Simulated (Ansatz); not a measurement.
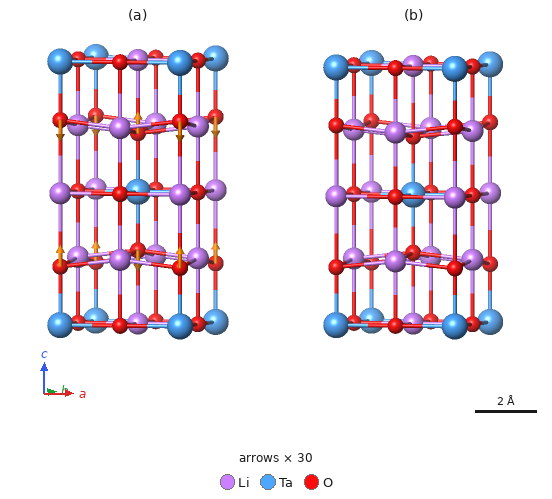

The structure of crystalline Li$_{3}$TaO$_{4}$ (set up in I4/mmm) before (left) and after (right) a relaxation, at one scale. The orange arrows give the displacements (the part carried along by the change of the cell is left out), 30 times their true length.

Style: ball-and-stick. Shown: the conventional cell (2 times the calculation's cell), from a free direction. Lengths and directions refer to the drawn axes.

These are results of Ansatz, DFT r2SCAN, scalar-relativistic, plane waves, PAW, not measurements.

Input
```yaml
crystal:
  lattice:
    - [-2.064795, 2.064795, 4.358979]
    - [2.064795, -2.064795, 4.358979]
    - [2.064795, 2.064795, -4.358979]
  atoms:
    - { symbol: Li, position: [0.5, 0.5, 0.0] }
    - { symbol: Li, position: [0.25, 0.75, 0.5] }
    - { symbol: Li, position: [0.75, 0.25, 0.5] }
    - { symbol: Ta, position: [0.0, 0.0, 0.0] }
    - { symbol: O, position: [0.0, 0.5, 0.5] }
    - { symbol: O, position: [0.777859, 0.777859, 0.0] }
    - { symbol: O, position: [0.5, 0.0, 0.5] }
    - { symbol: O, position: [0.222141, 0.222141, 0.0] }
basis:
  ecutwfc: 500
kpoints:
  mp_grid: { grid: [10, 10, 10] }
hamiltonian:
  xc: r2scan
scf:
  occupations: { method: gaussian, width: 0.02 }
output:
  forces: true
  stress: true
  eigenvalues: true
relax:
  adjacent_minimum: "off"
  f_tol: 0.005
  max_steps: 80
  cell: { stress_tol: 0.05 }
```

Run as
```bash
ansatz run input.yaml --threads 2 --pin off --max-ram 5120MiB --backend cpu --events-out ev --progress --plain --runs-dir out
```

Question: Summarise the run.

Answer: Over 4 accepted moves (5 points after the start) the energy falls by 52.8 meV per cell of the calculation. The largest force component goes from 0.54 to 0.00022 eV/Å. The pressure goes from −6.30 to 0.03 GPa. The SCF was repeated once at an unchanged geometry on a basis and grid sized afresh for the cell, which shifted the energy by 1.5 meV per cell of the calculation at most. The largest moves relative to the cell, 0.024 Å, are those of O6 and O8. O6 goes along −c. Li and Ta stay in place. Cell: a = b 4.130 → 4.088 Å (−1.0 %), c 8.718 → 8.522 Å (−2.3 %). Volume −4.2 %. Some distances before and after: Li1–O6 2.422 → 2.344 Å, Li2–Ta4 3.002 → 2.952 Å, Li2–O5 2.179 → 2.130 Å, Li1–Ta4 2.920 → 2.891 Å. The space group stays I4/mmm (No. 139). Cost: 81 s on 2 threads of Arm Neoverse V2, with other jobs on the host, peak memory 0.82 GiB.
